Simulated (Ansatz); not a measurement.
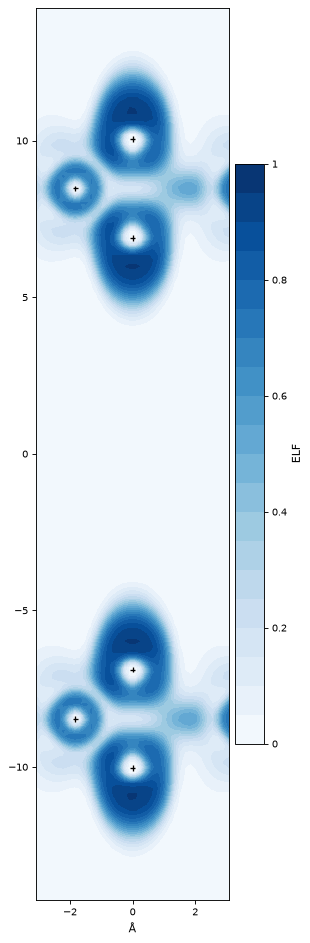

The electron localisation function on a plane through atoms (crosses mark nuclei in the plane).

All numbers below come from DFT PBE+D3(BJ), scalar-relativistic, plane waves, PAW (Ansatz).

Candidates:
A. WS$_{2}$ (slab), a = 3.16 Å, b = 3.16 Å, c = 37.09 Å, α = 90.00°, β = 90.00°, γ = 120.00°. 
B. Cu, a = 3.56 Å, b = 3.56 Å, c = 3.56 Å, α = 90.00°, β = 90.00°, γ = 90.00°. Space group Fm-3m; computed without spin polarisation.

### Which system is this?

Candidate A: WS$_{2}$ on the (110) plane of the calculation cell, a cut from vacuum to vacuum, which holds S and W. W–S (2.41 Å): the ELF peaks at about 0.85 in the valence shell of S, 0.8 Å from its nucleus, and is about 0.50 at the midpoint.
